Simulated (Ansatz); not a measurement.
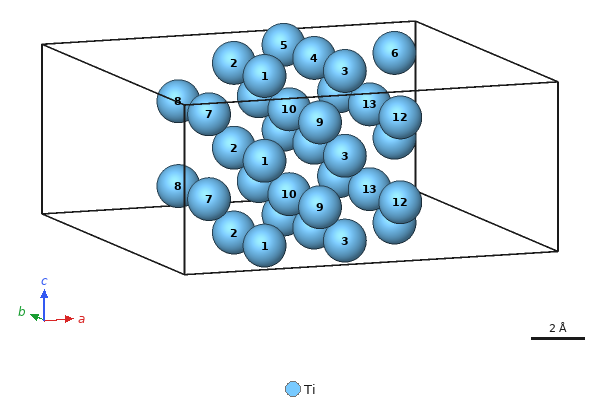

Figure 1. The input geometry (spheres-only view of the 2 repeat of the cell, with the vacuum cut short, seen slightly off an axis; atoms are numbered from 1 in the order of the input).

# Run report: Ti, geometry relaxation (part 1 of 3)

System: Ti (14 atoms in the cell).
Method: DFT PBE, scalar-relativistic, plane waves, PAW, no spin polarisation (Ansatz 0.2.0).

The structure derives from an entry of the Crystallography Open Database. It belongs to a series of runs on one base structure; here: wire along [0 0 1], 14 atoms a period. Figures and captions count atoms from 1; the log counts them from 0 in places.

Input file
```yaml
crystal:
  lattice:
    - [17.1, 0.0, 0.0]
    - [0.0, 17.4, 0.0]
    - [0.0, 0.0, 3.255505526]
  atoms:
    - { symbol: Ti, position: [0.3572146699, 0.3596764859, 0.0] }
    - { symbol: Ti, position: [0.3572146699, 0.5467745047, 0.0] }
    - { symbol: Ti, position: [0.54759511, 0.3596764859, 0.0] }
    - { symbol: Ti, position: [0.54759511, 0.5467745047, 0.0] }
    - { symbol: Ti, position: [0.54759511, 0.7338725234, 0.0] }
    - { symbol: Ti, position: [0.7379755501, 0.5467745047, 0.0] }
    - { symbol: Ti, position: [0.2620244499, 0.4532254953, 0.5] }
    - { symbol: Ti, position: [0.2620244499, 0.6403235141, 0.5] }
    - { symbol: Ti, position: [0.45240489, 0.2661274766, 0.5] }
    - { symbol: Ti, position: [0.45240489, 0.4532254953, 0.5] }
    - { symbol: Ti, position: [0.45240489, 0.6403235141, 0.5] }
    - { symbol: Ti, position: [0.6427853301, 0.2661274766, 0.5] }
    - { symbol: Ti, position: [0.6427853301, 0.4532254953, 0.5] }
    - { symbol: Ti, position: [0.6427853301, 0.6403235141, 0.5] }
basis:
  ecutwfc: 420
kpoints:
  mp_grid: { grid: [1, 1, 17] }
hamiltonian:
  xc: pbe
scf:
  occupations: { method: gaussian, width: 0.05 }
output:
  forces: true
  stress: true
  eigenvalues: true
  populations: true
  write_density: true
  write_potential: true
  elf: true
  volumetric_format: npy
relax:
  adjacent_minimum: "off"
  f_tol: 0.02
  max_steps: 45
  cell: { fix: [a, b, alpha, beta, gamma], stress_tol: 0.03 }
```

Command:
```bash
ansatz run input.yaml --threads 4 --pin off --max-ram 11264MiB --backend cpu --events-out ev --progress --plain --runs-dir out
```

What the program printed
```
Engine: ansatz 0.2.0, x86_64-unknown-linux-gnu
Pseudopotentials: kind: paw
Pseudopotential: Ti, paw, valence charge 12, recommended cutoff 420 eV (normal), Ti.paw.azcp
Functional definition: PBE
  parameter kappa = 0.804
  parameter beta = 0.06672455060314922
  exchange = pbe_x(kappa = kappa, mu = beta*pi^2/3)
  correlation = pbe_c(beta = beta)
Crystal: 14 atoms, lattice volume = 968.643 Å³
Basis set: ecut = 420 eV, 19013 PW (Γ), exchange–correlation on 240×240×48 points (8 copies of the dense FFT grid, shifted against one another)
Bands: 101, of which v1, the nominal top of the filled ones, is band 84 counted from 1 (83 counted from 0)
Symmetry: 2 space group operations
Space group: Pm (ITA 6), of the structure as read, at distance tolerance 9.9e-5 Å
k-points: 9 of 17
Non-local potential: Ti, projectors of the file, l = 0: 3, l = 1: 2, l = 2: 3, l = 3: 1
PAW form: soft (Blöchl's): semilocal exchange-correlation on the pseudo side does not see the compensation charge
PAW one-centre angular grid: Ti, 590 points (default); XC on 64 Gauss nodes
Initial density: superposition of atomic densities (neutral atoms: chi_scale 0, normalization atom), corrected by the library's trained network
Initial wavefunctions: pseudopotential atomic-orbital guess
Functional: x = pbe(κ = 0.804, μ = 0.2195149727645171), c = pbe(β = 0.06672455060314922)
SCF iter   1: F=—  HF=-34980.462670 eV  |F-HF|=—  |Δ(HF+E_count)|=         —  Δρ=1.78e-2  dr2=2.26e1  ethr=1.77e-3  ⟨swp⟩=12.4  Hψ=4847  notcnv=0
preconditioner: auto → LDOS  [metal: Δε(μ)=0.008 eV  Ē_g=1.753 eV  σ=0.050 eV  W_gap=0.09  n_scr=114 (ndim 8)  ℏωp=8.9 eV  f_vac=0.603  D(μ)=33.91/eV (n_scr^D=266)  β→1.0]
SCF iter   2: F=—  HF=-34980.142013 eV  |F-HF|=—  |Δ(HF+E_count)|=   3.21e-1  Δρ=1.28e-2  dr2=1.01e1  ethr=1.77e-3  ⟨swp⟩=2.9  Hψ=1404  notcnv=0  defer=50
SCF iter   3: F=—  HF=-34979.990113 eV  |F-HF|=—  |Δ(HF+E_count)|=   1.52e-1  Δρ=1.81e-3  dr2=7.21e-2  ethr=1.77e-3  ⟨swp⟩=2.1  Hψ=1023  notcnv=0  defer=50
SCF iter   4: F=—  HF=-34979.999734 eV  |F-HF|=—  |Δ(HF+E_count)|=   9.62e-3  Δρ=9.39e-4  dr2=1.88e-2  ethr=4.29e-5  ⟨swp⟩=2.3  Hψ=1183  notcnv=0  defer=45
SCF iter   5: F=—  HF=-34979.999865 eV  |F-HF|=—  |Δ(HF+E_count)|=   1.30e-4  Δρ=5.82e-4  dr2=1.40e-2  ethr=1.12e-5  ⟨swp⟩=2.3  Hψ=1090  notcnv=0  defer=41
SCF iter   6: F=—  HF=-34980.000123 eV  |F-HF|=—  |Δ(HF+E_count)|=   2.58e-4  Δρ=3.22e-4  dr2=4.29e-3  ethr=8.33e-6  ⟨swp⟩=1.0  Hψ=868  notcnv=0  defer=41
SCF iter   7: F=—  HF=-34980.000209 eV  |F-HF|=—  |Δ(HF+E_count)|=   8.65e-5  Δρ=1.03e-4  dr2=3.70e-4  ethr=2.55e-6  ⟨swp⟩=1.1  Hψ=892  notcnv=0  defer=41
SCF iter   8: F=—  HF=-34980.000240 eV  |F-HF|=—  |Δ(HF+E_count)|=   3.11e-5  Δρ=3.06e-5  dr2=2.78e-5  ethr=2.20e-7  ⟨swp⟩=2.0  Hψ=1069  notcnv=0  defer=41
SCF iter   9: F=—  HF=-34980.000084 eV  |F-HF|=—  |Δ(HF+E_count)|=   1.57e-4  Δρ=1.76e-5  dr2=9.65e-6  ethr=1.65e-8  ⟨swp⟩=2.2  Hψ=1116  notcnv=0  defer=41
SCF iter  10: F=—  HF=-34980.000085 eV  |F-HF|=—  |Δ(HF+E_count)|=   8.20e-7  Δρ=7.16e-6  dr2=1.27e-6  ethr=5.75e-9  ⟨swp⟩=1.3  Hψ=878  notcnv=0  defer=41
SCF iter  11: F=—  HF=-34980.000085 eV  |F-HF|=—  |Δ(HF+E_count)|=   3.54e-7  Δρ=3.05e-6  dr2=2.24e-7  ethr=7.56e-10  ⟨swp⟩=2.2  Hψ=1063  notcnv=0  defer=41
SCF iter  12: F=-34980.000085 eV  HF=-34980.000085 eV  |F-HF|=5.18e-8  |Δ(HF+E_count)|=   7.04e-8  Δρ=1.65e-6  dr2=6.75e-8  ethr=5.95e-11  ⟨swp⟩=27.8  Hψ=7260  notcnv=0
SCF 1 converged in 12 iterations: F = -34980.000085 eV  dr2 = 6.75e-8
  greatest PAW one-centre occupation: 0.999 electrons in one spin orbital (limit 2), on the Ti atom at site 3 (counted from 0), in its partial waves of l = 0
relax step   1: F+E_penalty+E_count = -34980.00008497 eV  Δ(F+E_penalty+E_count) = +0.000e0 eV  max|allowed force component| = 1.221e0 eV/Å  Δτ_max = 0.0000 Å  P = -2.545 GPa  Ω = 968.643 Å³  fix = [a, b, alpha, beta, gamma]  reactions: a -2.167, b -2.167 GPa; gamma -0.400 GPa/rad  (12 SCF iters, dr2 threshold 1.00e-7 eV, accepted)
Crystal: 14 atoms, lattice volume = 938.855 Å³
Basis set: ecut = 420 eV, 18349 PW (Γ), exchange–correlation on 240×240×48 points (8 copies of the dense FFT grid, shifted against one another)
Initial density: handed on by an earlier stage of this run
Initial wavefunctions: those handed on with the density
SCF iter   1: F=—  HF=-34982.154070 eV  |F-HF|=—  |Δ(HF+E_count)|=         —  Δρ=1.81e-2  dr2=1.34e1  ethr=3.10e-3  ⟨swp⟩=11.9  Hψ=4356  notcnv=0
preconditioner: auto → LDOS  [metal: Δε(μ)=0.028 eV  Ē_g=1.922 eV  σ=0.050 eV  W_gap=0.30  n_scr=106 (ndim 8)  ℏωp=9.1 eV  f_vac=0.625  D(μ)=37.07/eV (n_scr^D=314)  β→1.0]
SCF iter   2: F=—  HF=-34981.532291 eV  |F-HF|=—  |Δ(HF+E_count)|=   6.22e-1  Δρ=8.52e-3  dr2=2.46e0  ethr=3.10e-3  ⟨swp⟩=2.9  Hψ=1434  notcnv=0  defer=55
SCF iter   3: F=—  HF=-34981.439800 eV  |F-HF|=—  |Δ(HF+E_count)|=   9.25e-2  Δρ=3.44e-3  dr2=4.48e-1  ethr=1.46e-3  ⟨swp⟩=2.1  Hψ=1208  notcnv=0  defer=55
SCF iter   4: F=—  HF=-34981.425089 eV  |F-HF|=—  |Δ(HF+E_count)|=   1.47e-2  Δρ=1.39e-3  dr2=5.94e-2  ethr=2.67e-4  ⟨swp⟩=2.0  Hψ=961  notcnv=0  defer=55
SCF iter   5: F=—  HF=-34981.427163 eV  |F-HF|=—  |Δ(HF+E_count)|=   2.07e-3  Δρ=3.60e-4  dr2=1.76e-3  ethr=3.54e-5  ⟨swp⟩=2.3  Hψ=1035  notcnv=0  defer=53
SCF iter   6: F=—  HF=-34981.427389 eV  |F-HF|=—  |Δ(HF+E_count)|=   2.27e-4  Δρ=1.24e-4  dr2=2.54e-4  ethr=1.04e-6  ⟨swp⟩=2.2  Hψ=1125  notcnv=0  defer=53
SCF iter   7: F=—  HF=-34981.427412 eV  |F-HF|=—  |Δ(HF+E_count)|=   2.27e-5  Δρ=6.38e-5  dr2=6.95e-5  ethr=1.51e-7  ⟨swp⟩=2.0  Hψ=1124  notcnv=0  defer=53
SCF iter   8: F=—  HF=-34981.427421 eV  |F-HF|=—  |Δ(HF+E_count)|=   9.28e-6  Δρ=2.38e-5  dr2=1.47e-5  ethr=4.13e-8  ⟨swp⟩=2.0  Hψ=1092  notcnv=0  defer=53
SCF iter   9: F=-34981.427423 eV  HF=-34981.427423 eV  |F-HF|=1.02e-8  |Δ(HF+E_count)|=   1.60e-6  Δρ=6.99e-6  dr2=9.07e-7  ethr=8.33e-10  ⟨swp⟩=24.0  Hψ=8131  notcnv=0
the search or the solves at the SCF's close seem to have found levels that the self-consistency loop had missed (the run counts 1). By its estimate they hold under 1e-12 electrons; where the run keeps them, the occupations were computed again with them
SCF 2 converged in 9 iterations: F = -34981.427423 eV  dr2 = 9.07e-7
[... from here on the iterations of each SCF are left out, up to the last one ...]
relax step   2: F+E_penalty+E_count = -34981.42742290 eV  Δ(F+E_penalty+E_count) = -1.427e0 eV  max|allowed force component| = 4.976e-1 eV/Å  Δτ_max = 0.1947 Å  P = -0.948 GPa  Ω = 938.855 Å³  energy of the carried Pulay correction = +6.176e-4 eV  fix = [a, b, alpha, beta, gamma]  reactions: a -0.559, b -0.558 GPa; gamma -0.331 GPa/rad  (9 SCF iters, dr2 threshold 1.40e-6 eV, accepted)
Crystal: 14 atoms, lattice volume = 906.305 Å³
Basis set: ecut = 420 eV, 17605 PW (Γ), exchange–correlation on 240×240×48 points (8 copies of the dense FFT grid, shifted against one another)
preconditioner: auto → LDOS  [metal: Δε(μ)=0.010 eV  Ē_g=1.957 eV  σ=0.050 eV  W_gap=0.11  n_scr=96 (ndim 8)  ℏωp=9.2 eV  f_vac=0.625  D(μ)=32.69/eV (n_scr^D=256)  β→1.0]
SCF 3 converged in 9 iterations: F = -34981.852049 eV  dr2 = 7.08e-7
  Residual-converged pass: ⟨swp⟩=1.1  Hψ=946  notcnv=0  max |occ|·‖R‖ = 7.1e-9 eV (tolerance 1.0e-8 eV)  dr2=7.08e-7  dr2_onsite=2.19e-8  max |Δocc| = 6.6e-11
relax step   3: F+E_penalty+E_count = -34981.85204869 eV  Δ(F+E_penalty+E_count) = -4.246e-1 eV  max|allowed force component| = 5.000e-1 eV/Å  Δτ_max = 0.1961 Å  P = +0.084 GPa  Ω = 906.305 Å³  energy of the carried Pulay correction = +1.315e-3 eV  fix = [a, b, alpha, beta, gamma]  reactions: a +0.512, b +0.514 GPa; gamma -0.168 GPa/rad  (9 SCF iters, dr2 threshold 1.40e-6 eV, accepted)
Crystal: 14 atoms, lattice volume = 863.748 Å³
Basis set: ecut = 420 eV, 16839 PW (Γ), exchange–correlation on 240×240×48 points (8 copies of the dense FFT grid, shifted against one another)
preconditioner: auto → LDOS  [metal: Δε(μ)=0.019 eV  Ē_g=1.985 eV  σ=0.050 eV  W_gap=0.21  n_scr=100 (ndim 8)  ℏωp=9.5 eV  f_vac=0.613  D(μ)=23.80/eV (n_scr^D=134)  β→1.0]
SCF 4 converged in 9 iterations: F = -34982.102934 eV  dr2 = 3.81e-7
  Residual-converged pass: ⟨swp⟩=1.4  Hψ=949  notcnv=0  max |occ|·‖R‖ = 7.0e-9 eV (tolerance 1.0e-8 eV)  dr2=3.81e-7  dr2_onsite=1.60e-8  max |Δocc| = 6.7e-11
relax step   4: F+E_penalty+E_count = -34982.10293367 eV  Δ(F+E_penalty+E_count) = -2.509e-1 eV  max|allowed force component| = 2.819e-1 eV/Å  Δτ_max = 0.1438 Å  P = +0.487 GPa  Ω = 863.748 Å³  energy of the carried Pulay correction = +2.264e-3 eV  fix = [a, b, alpha, beta, gamma]  reactions: a +0.534, b +0.536 GPa; gamma -0.071 GPa/rad  (9 SCF iters, dr2 threshold 1.40e-6 eV, accepted)
Crystal: 14 atoms, lattice volume = 858.251 Å³
Basis set: ecut = 420 eV, 16727 PW (Γ), exchange–correlation on 240×240×48 points (8 copies of the dense FFT grid, shifted against one another)
preconditioner: auto → LDOS  [metal: Δε(μ)=0.036 eV  Ē_g=1.955 eV  σ=0.050 eV  W_gap=0.37  n_scr=100 (ndim 8)  ℏωp=9.5 eV  f_vac=0.609  D(μ)=18.79/eV (n_scr^D=96)  β→1.0]
SCF 5 converged in 9 iterations: F = -34982.166338 eV  dr2 = 4.69e-7
relax step   5: F+E_penalty+E_count = -34982.16633838 eV  Δ(F+E_penalty+E_count) = -6.340e-2 eV  max|allowed force component| = 1.078e-1 eV/Å  Δτ_max = 0.1493 Å  P = +0.005 GPa  Ω = 858.251 Å³  energy of the carried Pulay correction = +2.390e-3 eV  fix = [a, b, alpha, beta, gamma]  reactions: a -0.080, b -0.079 GPa; gamma +0.074 GPa/rad  (9 SCF iters, dr2 threshold 1.40e-6 eV, accepted)
Crystal: 14 atoms, lattice volume = 860.986 Å³
Basis set: ecut = 420 eV, 16751 PW (Γ), exchange–correlation on 240×240×48 points (8 copies of the dense FFT grid, shifted against one another)
preconditioner: auto → LDOS  [metal: Δε(μ)=0.013 eV  Ē_g=2.000 eV  σ=0.050 eV  W_gap=0.15  n_scr=100 (ndim 8)  ℏωp=9.5 eV  f_vac=0.612  D(μ)=21.20/eV (n_scr^D=100)  β→1.0]
SCF 6 converged in 9 iterations: F = -34982.198170 eV  dr2 = 4.81e-7
relax step   6: F+E_penalty+E_count = -34982.19816997 eV  Δ(F+E_penalty+E_count) = -3.183e-2 eV  max|allowed force component| = 2.296e-1 eV/Å  Δτ_max = 0.2000 Å  P = -0.022 GPa  Ω = 860.986 Å³  energy of the carried Pulay correction = +2.327e-3 eV  fix = [a, b, alpha, beta, gamma]  reactions: a -0.022, b -0.017 GPa; gamma +0.048 GPa/rad  (9 SCF iters, dr2 threshold 7.27e-7 eV, accepted)
Crystal: 14 atoms, lattice volume = 862.030 Å³
Basis set: ecut = 420 eV, 16775 PW (Γ), exchange–correlation on 240×240×48 points (8 copies of the dense FFT grid, shifted against one another)
preconditioner: auto → LDOS  [metal: Δε(μ)=0.026 eV  Ē_g=1.990 eV  σ=0.050 eV  W_gap=0.29  n_scr=100 (ndim 8)  ℏωp=9.5 eV  f_vac=0.611  D(μ)=22.01/eV (n_scr^D=108)  β→1.0]
SCF 7 converged in 8 iterations: F = -34982.210626 eV  dr2 = 2.33e-7
relax step   7: F+E_penalty+E_count = -34982.21062552 eV  Δ(F+E_penalty+E_count) = -1.246e-2 eV  max|allowed force component| = 4.771e-2 eV/Å  Δτ_max = 0.0401 Å  P = -0.047 GPa  Ω = 862.030 Å³  energy of the carried Pulay correction = +2.303e-3 eV  fix = [a, b, alpha, beta, gamma]  reactions: a -0.044, b -0.043 GPa; gamma +0.026 GPa/rad  (8 SCF iters, dr2 threshold 1.40e-6 eV, accepted)
Crystal: 14 atoms, lattice volume = 860.695 Å³
preconditioner: auto → LDOS  [metal: Δε(μ)=0.018 eV  Ē_g=1.992 eV  σ=0.050 eV  W_gap=0.21  n_scr=100 (ndim 8)  ℏωp=9.5 eV  f_vac=0.611  D(μ)=20.26/eV (n_scr^D=100)  β→1.0]
SCF 8 converged in 8 iterations: F = -34982.212944 eV  dr2 = 3.15e-8
relax step   8: F+E_penalty+E_count = -34982.21294413 eV  Δ(F+E_penalty+E_count) = -2.319e-3 eV  max|allowed force component| = 2.032e-2 eV/Å  Δτ_max = 0.0271 Å  P = -0.000 GPa  Ω = 860.695 Å³  energy of the carried Pulay correction = +2.334e-3 eV  fix = [a, b, alpha, beta, gamma]  reactions: a -0.011, b -0.008 GPa; gamma +0.015 GPa/rad  (8 SCF iters, dr2 threshold 1.42e-7 eV, accepted)
Crystal: 14 atoms, lattice volume = 860.802 Å³
preconditioner: auto → LDOS  [metal: Δε(μ)=0.022 eV  Ē_g=1.990 eV  σ=0.050 eV  W_gap=0.25  n_scr=100 (ndim 8)  ℏωp=9.5 eV  f_vac=0.611  D(μ)=20.52/eV (n_scr^D=100)  β→1.0]
SCF 9 converged in 8 iterations: F = -34982.212784 eV  dr2 = 1.61e-8
relax step   9: F+E_penalty+E_count = -34982.21278449 eV  Δ(F+E_penalty+E_count) = +1.596e-4 eV  max|allowed force component| = 2.778e-2 eV/Å  Δτ_max = 0.0150 Å  P = -0.008 GPa  Ω = 860.802 Å³  energy of the carried Pulay correction = +2.332e-3 eV  fix = [a, b, alpha, beta, gamma]  (8 SCF iters, dr2 threshold 2.58e-8 eV, rejected (line search))
Crystal: 14 atoms, lattice volume = 860.906 Å³
preconditioner: auto → LDOS  [metal: Δε(μ)=0.022 eV  Ē_g=1.990 eV  σ=0.050 eV  W_gap=0.24  n_scr=100 (ndim 8)  ℏωp=9.5 eV  f_vac=0.611  D(μ)=20.46/eV (n_scr^D=100)  β→1.0]
SCF 10 converged in 12 iterations: F = -34982.213281 eV  dr2 = 1.50e-11
relax step  10: F+E_penalty+E_count = -34982.21328149 eV  Δ(F+E_penalty+E_count) = -3.374e-4 eV  max|allowed force component| = 8.506e-3 eV/Å  Δτ_max = 0.0073 Å  P = -0.004 GPa  Ω = 860.906 Å³  energy of the carried Pulay correction = +2.329e-3 eV  fix = [a, b, alpha, beta, gamma]  reactions: a -0.012, b -0.009 GPa; gamma +0.001 GPa/rad  (12 SCF iters, accepted)
Basis set: ecut = 420 eV, 16751 PW (Γ), exchange–correlation on 240×240×40 points (8 copies of the dense FFT grid, shifted against one another)
Initial wavefunctions: pseudopotential atomic-orbital guess (no wavefunctions were taken with the density)
iter 1 solved again at ethr=2.18e-6 eV; its pass at ethr=3.10e-3 eV (dr2=3.67e-3 eV) is discarded
SCF iter   1: F=—  HF=-34982.208601 eV  |F-HF|=—  |Δ(HF+E_count)|=         —  Δρ=1.04e-4  dr2=1.18e-5  ethr=2.18e-6  ⟨swp⟩=5.2  Hψ=7200  notcnv=0
eigensolver tolerance schedule: the retry pair's looser diagonalisation over-reported the residual by 308.88 of it (diagonalisation noise at 0.28 of the residual, at the tolerance the schedule requests for it); recorded, not acted on — ethr = c·dr2/N_el stays at c = 1.0e-1
preconditioner: auto → LDOS  [metal: Δε(μ)=0.023 eV  Ē_g=1.990 eV  σ=0.050 eV  W_gap=0.26  n_scr=100 (ndim 8)  ℏωp=9.5 eV  f_vac=0.611  D(μ)=20.46/eV (n_scr^D=100)  β→1.0]
SCF iter   2: F=—  HF=-34982.208461 eV  |F-HF|=—  |Δ(HF+E_count)|=   1.40e-4  Δρ=3.01e-5  dr2=7.53e-6  ethr=7.05e-9  ⟨swp⟩=3.6  Hψ=1937  notcnv=0
SCF iter   3: F=—  HF=-34982.208459 eV  |F-HF|=—  |Δ(HF+E_count)|=   1.92e-6  Δρ=1.21e-5  dr2=1.12e-6  ethr=4.48e-9  ⟨swp⟩=2.4  Hψ=1619  notcnv=0
SCF iter   4: F=—  HF=-34982.208459 eV  |F-HF|=—  |Δ(HF+E_count)|=   6.32e-8  Δρ=2.02e-6  dr2=4.32e-8  ethr=6.69e-10  ⟨swp⟩=3.9  Hψ=1979  notcnv=0
SCF iter   5: F=—  HF=-34982.208459 eV  |F-HF|=—  |Δ(HF+E_count)|=   1.23e-8  Δρ=7.47e-7  dr2=1.63e-8  ethr=2.57e-11  ⟨swp⟩=3.0  Hψ=1861  notcnv=0
SCF iter   6: F=—  HF=-34982.208459 eV  |F-HF|=—  |Δ(HF+E_count)|=  5.53e-10  Δρ=3.81e-7  dr2=3.26e-9  ethr=9.70e-12  ⟨swp⟩=1.8  Hψ=930  notcnv=0
SCF iter   7: F=—  HF=-34982.208459 eV  |F-HF|=—  |Δ(HF+E_count)|=  1.53e-10  Δρ=1.30e-7  dr2=5.72e-10  ethr=1.94e-12  ⟨swp⟩=2.2  Hψ=1137  notcnv=0
SCF iter   8: F=-34982.208459 eV  HF=-34982.208459 eV  |F-HF|=7.28e-12  |Δ(HF+E_count)|=  2.18e-11  Δρ=3.71e-8  dr2=3.71e-11  ethr=1.00e-12  ⟨swp⟩=13.0  Hψ=5051  notcnv=0
SCF 11 converged in 8 iterations: F = -34982.208459 eV  dr2 = 3.71e-11
relax step  11: F+E_penalty+E_count = -34982.20845918 eV  Δ(F+E_penalty+E_count) = +4.822e-3 eV  max|allowed force component| = 8.482e-3 eV/Å  Δτ_max = 0.0000 Å  P = +0.001 GPa  Ω = 860.906 Å³  fix = [a, b, alpha, beta, gamma]  reactions: a -0.007, b -0.004 GPa; gamma +0.001 GPa/rad  stress off target by 1.27e-2 GPa on what of the cell is left free  SCF on the basis re-selected at this cell (its energy is not comparable with the rows above)  (8 SCF iters)
```
